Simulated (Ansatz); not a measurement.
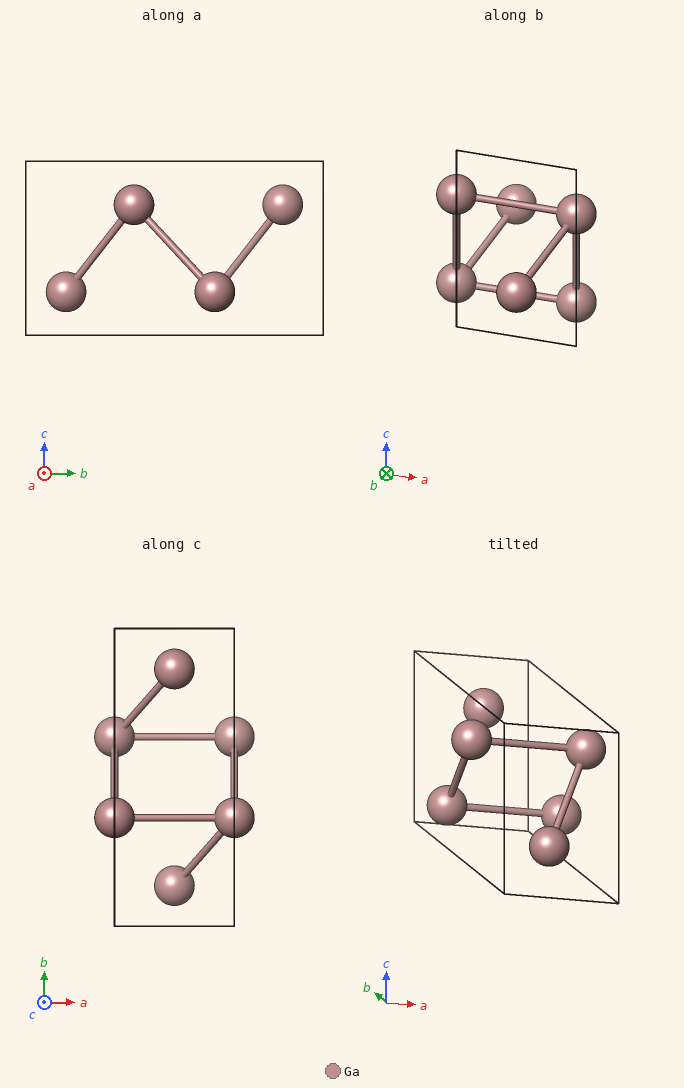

An orthographic ball-and-stick view of the structure, along the a axis, along the b axis, along the c axis and slightly off an axis. The conventional unit cell is outlined; an atom on or near a face, edge or corner is repeated at each equivalent position.

Lattice parameters: a = 2.726 Å, b = 6.680 Å, c = 3.963 Å, α = 90.00°, β = 99.27°, γ = 90.00°. Put a along x and b in the xy plane.

**Express the structure as a POSCAR file, with free fractional coordinates to two decimals.**

```
Ga
1.0
     2.726    0.000    0.000
     0.000    6.680    0.000
    -0.638    0.000    3.912
Ga
4
Direct
  0.50 0.86 0.75
  0.00 0.64 0.25
  0.00 0.36 0.75
  0.50 0.14 0.25
```

Starting structure: a structure type filled with this element by a generator (whether the element takes this form wasn't checked). Earlier steps of the study may have refined or changed the cell and positions. It was run through Ansatz as a DFT input.

At this level of theory the cell isn't at rest (compressed, at 8 GPa), so its distances can differ from those at equilibrium, the more so the softer the solid.
